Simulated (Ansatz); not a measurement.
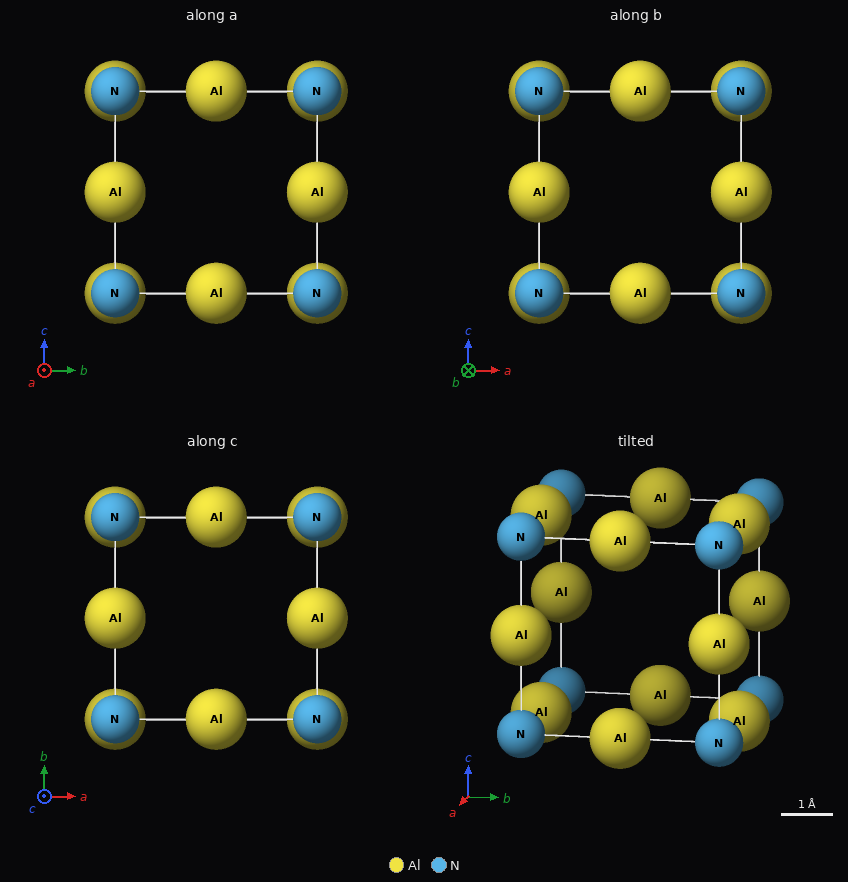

Shown here is a spheres-only view of the crystal, taken along the a axis, along the b axis, along the c axis and slightly off an axis. Atoms at the boundary of the conventional unit cell (the box) are drawn once for each face, edge or corner they touch.

Lattice parameters: a = 4.009 Å, b = 4.009 Å, c = 4.009 Å, α = 90.00°, β = 90.00°, γ = 90.00°.

### Reconstruct the structure as a table of Wyckoff sites.

Space group Pm-3m (No. 221).
```json
{"atom": "Al", "site": "3d", "x": "0.5000", "y": "0.0000", "z": "0.0000"}
{"atom": "N", "site": "1a", "x": "0.0000", "y": "0.0000", "z": "0.0000"}
```

The structure was taken from a structure type filled with these elements by a generator (whether the compound takes this form wasn't checked). The structure drawn was relaxed with Ansatz, DFT PBE, scalar-relativistic, plane waves, PAW.
